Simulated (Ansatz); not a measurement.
# TiC/AlN/TiC: predicting the conductance of a thicker barrier

How it was computed: Ansatz 0.2.0, plane waves with PAW datasets, PBE. Interfaces are relaxed in a short slab (with D3(BJ) where the barrier is layered), set between ideal electrode layers that go on as semi-infinite leads, and the zero-bias conductance G at 300 K comes from T(E) on a typed mesh. The error is the largest of the program's estimates from energy step, mesh, the leads' potential steps and neutrality; its separate bound for narrow resonances between the energies solved isn't counted and can be far larger. The lower electrode is TiC (rock salt 111), the upper TiC (rock salt 111) and the barrier AlN (wurtzite 0001), on a net of side 3.062 Å; d is the distance between the electrodes' last planes.

Runs in hand:

```
planes in the barrier  d (Å)  G (S/m²)  error (%)  lead step (meV)
                    8  12.76    1.05e9         12                8
                   12  17.84    4.74e7         14                9
```

Task: A further run has 16 planes, d = 22.92 Å. Fit G ∝ exp(−βd) to the rows shown and predict its conductance.

**Worked fit.** Through two points, β = ln(1.05e9 / 4.74e7) / (17.84 − 12.76) = 3.10 / 5.08 = 0.610 Å⁻¹. From the last point shown, G = 4.74e7 × exp(−0.610 × 5.08) = 2.14e6 S/m².

What the calculation gave: The run gave 2.73e6 S/m², with an error estimate of 15 % and a lead step of 21 meV. The prediction is 0.783 times that, too low by 22 %. That lies within the runs' own error estimates, carried through the fit.

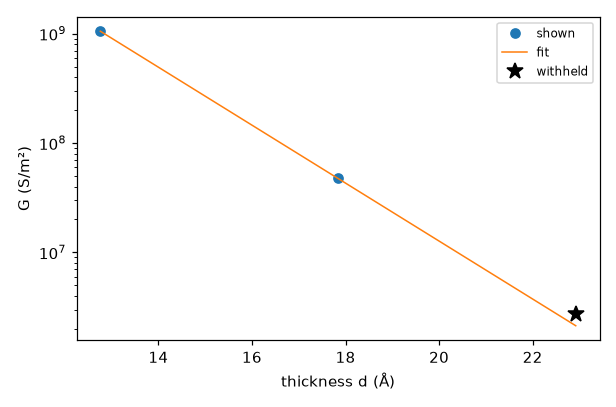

Fit and withheld run.

**Limits.** The interfaces are ideal, one cell wide, strained to a common net and relaxed from one registry with their symmetry kept. PBE's gaps are too small, so true decay constants are likely larger where the Fermi level lies deep in a gap. No spin-orbit coupling, phonons, disorder or image charges enter. The rows shown are chosen by tests on error estimates (under 100 to 120 %), lead steps (under 150 meV, though the program warns over 25), intact interfaces and, for fits, a steady trend in the rows shown; the data set holds 414 series of this kind, and not all pass.

[Logs are printed without paths, hosts, clocks, repeated set-up lines and the standing remarks that a program may print on its own settings, such as how far it seeks lower states.]
